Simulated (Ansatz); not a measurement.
Take the following structure.

```
CELL_PARAMETERS angstrom
4.37973 0.00000 0.00000
0.00000 4.37973 0.00000
0.00000 0.00000 4.37973
ATOMIC_POSITIONS crystal
Si 0.75000 0.75000 0.25000
C 0.00000 0.00000 0.00000
Si 0.75000 0.25000 0.75000
C 0.00000 0.50000 0.50000
Si 0.25000 0.75000 0.75000
C 0.50000 0.00000 0.50000
Si 0.25000 0.25000 0.25000
C 0.50000 0.50000 0.00000
```

Question: Work out the structure from the coordinates.

Answer: The structure is one of SiC. The structure has F-43m (No. 216) symmetry and a face-centred cubic lattice. Its structure type: zinc blende (sphalerite type). Counting shared atoms by their share gives 4 Si, 4 C, or 8 atoms. The coordination shell of Si holds four C in a tetrahedral arrangement at 1.90 Å. The neighbours of C are four Si in a tetrahedral arrangement at 1.90 Å. The bonds build a three-dimensional framework.

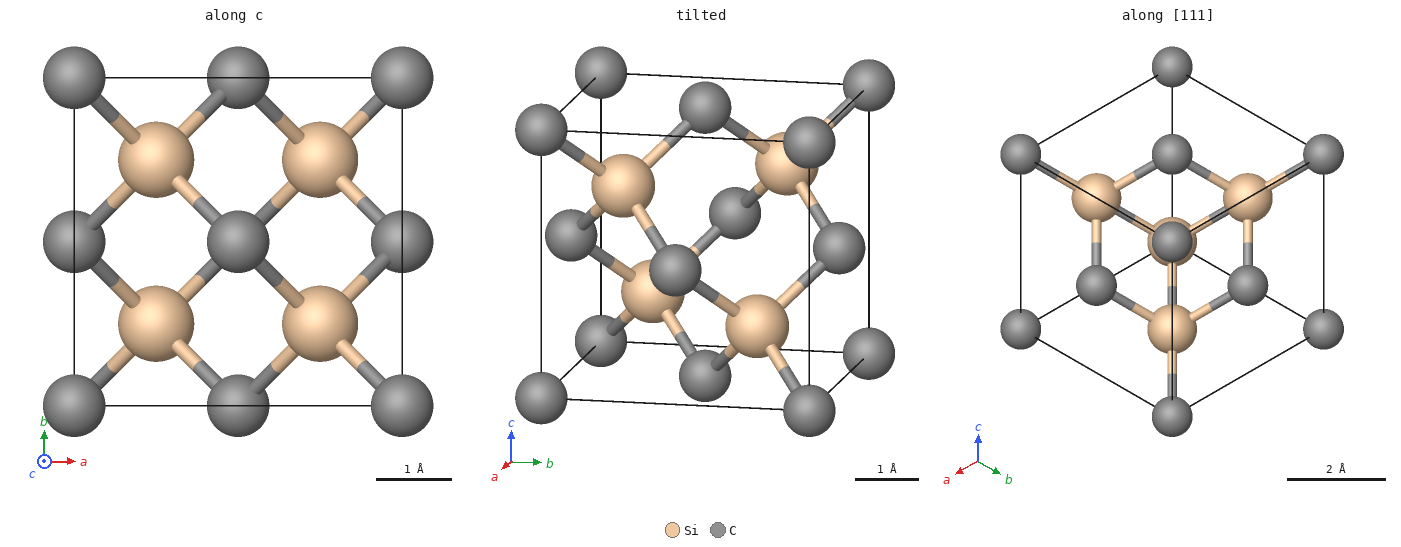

Crystal structure, ball-and-stick style, seen along the c axis, slightly off an axis and along [111]. The edges of the conventional unit cell are marked. Colours: silicon light orange, carbon grey.

The model was built from a structure listed in the Materials Project. Earlier steps of the study may have refined or changed the cell and positions. It was the input of a calculation with Ansatz.
